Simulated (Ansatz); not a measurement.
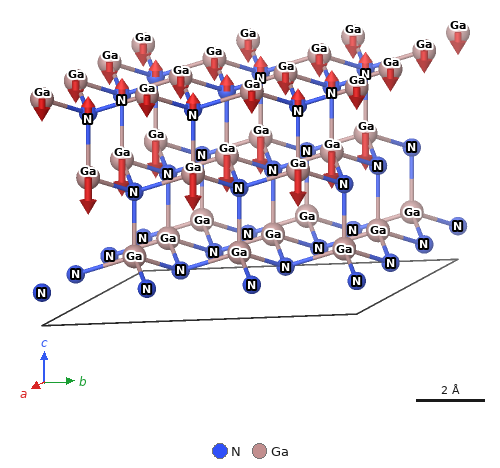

This is a constrained relaxation of a slab of composition GaN (cut from the F-43m phase). The starting structure is drawn; red arrows show the displacements, 10 times their true length.

A ball-and-stick model of the 3 × 3 repeat of the cell, outlined in the plane, without the vacuum, seen slightly off an axis.

Case: clean slab, lower half held. The slab is the (1 1 1) face of GaN. 3 atoms are held fixed.

All numbers below come from DFT PBEsol, scalar-relativistic, plane waves, PAW in Ansatz 0.2.0. Set-up: plane-wave cutoff 420 eV; k-point mesh 9 × 9 × 1; occupations gaussian; smearing width 0.05 eV; no spin polarisation; dipole correction; atoms relaxed in a fixed cell; force threshold 0.03 eV/Å; at most 70 steps.

Q: What happened in the run?

A: After 4 geometry steps the energy has fallen by 99.4 meV per cell of the calculation. The largest force component goes from 1.5 to 0.017 eV/Å. The atom that moves furthest is a Ga atom (0.11 Å along the normal (−c)). By element the largest moves are Ga 0.11 Å, N 0.05 Å. The cell doesn't change. Among the contacts that change: Ga–N 1.948 → 2.112 Å, Ga–N 1.948 → 1.911 Å. Among the angles between lasting bonds that change: Ga–N–Ga 109.5° → 106.1°, N–Ga–N 109.5° → 112.6°, Ga–N–Ga 109.5° → 112.6°.
